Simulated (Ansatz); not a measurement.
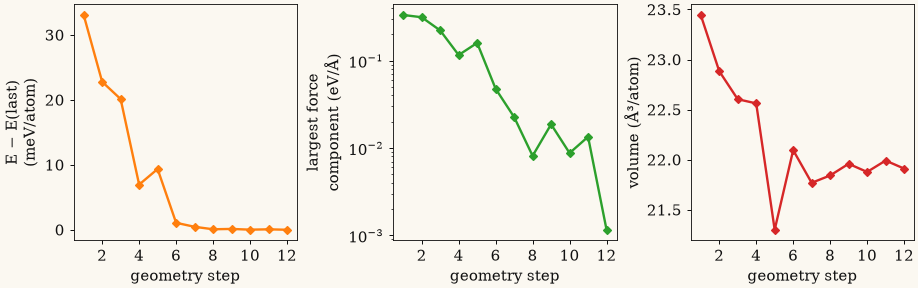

History of a geometry optimisation. Se (Pbam, 4 atoms in the cell); DFT PBEsol, scalar-relativistic, plane waves, PAW in Ansatz 0.2.0; cutoff 420 eV, 10×6×14 k-mesh, Gaussian smearing of 0.1 eV. Atoms and cell relax. A closing SCF on a freshly chosen basis isn't drawn.

The optimisation met its thresholds at geometry 12, counting the start as the first. The energy fell by about 33 meV/atom from the first step to the last. Steps 5, 9 and 11 went uphill and were rejected by the line search. The largest force component goes from about 0.33 eV/Å at the start to 1.2 × 10⁻³ eV/Å at the end. The volume shrinks from 23.4 to 21.9 Å³ per atom (−7 %), overshooting to 21.3 at step 5.
